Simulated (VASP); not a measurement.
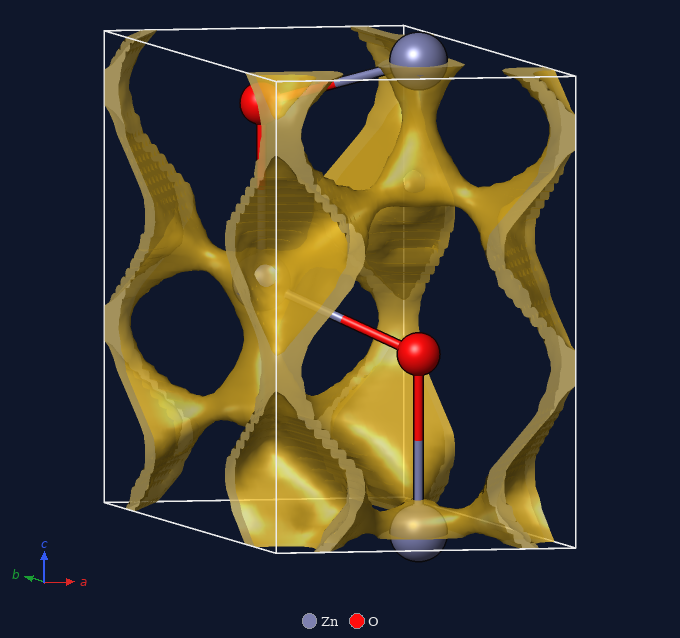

Bond-valence mismatch map for Zn2+ in ZnO (P6_3mc, No. 186): the yellow surface encloses the points where |V − 2| < 0.1 v.u. (1×1×1 cells, view from a free direction). Pale faces close the region where the drawn box cuts it.

At each point the valence sum V of a Zn2+ ion is computed from the anions within 5 Å (s = exp((R0 − d)/b), R0 fitted to published crystal structures with b = 0.37 Å; R0: Zn2+–O 1.689 Å). The other Zn2+ ions are ignored. This is an empirical screen for pathways, not an energy calculation.

The cell is taken from an entry of the Crystallography Open Database, as set up for an electronic-structure calculation.

```
Zn O
1.0
     3.24931    0.00000    0.00000
    -1.62465    2.81398    0.00000
     0.00000    0.00000    5.20571
Zn O
2 2
Direct
  0.66667 0.33333 0.00000
  0.33333 0.66667 0.50000
  0.33333 0.66667 0.87901
  0.66667 0.33333 0.37901
```

> What pathways for Zn2+ does the map suggest at this level (counting the regions that come within 0.6 Å of a Zn site)?

The regions form a three-dimensional network.

> At which mismatch do paths open?

Already below about 0.06 v.u. the regions form a three-dimensional network. These are grid estimates, good to about 0.1 v.u.

> What is the valence sum at the Zn sites themselves?

1.88 v.u., against the formal 2.
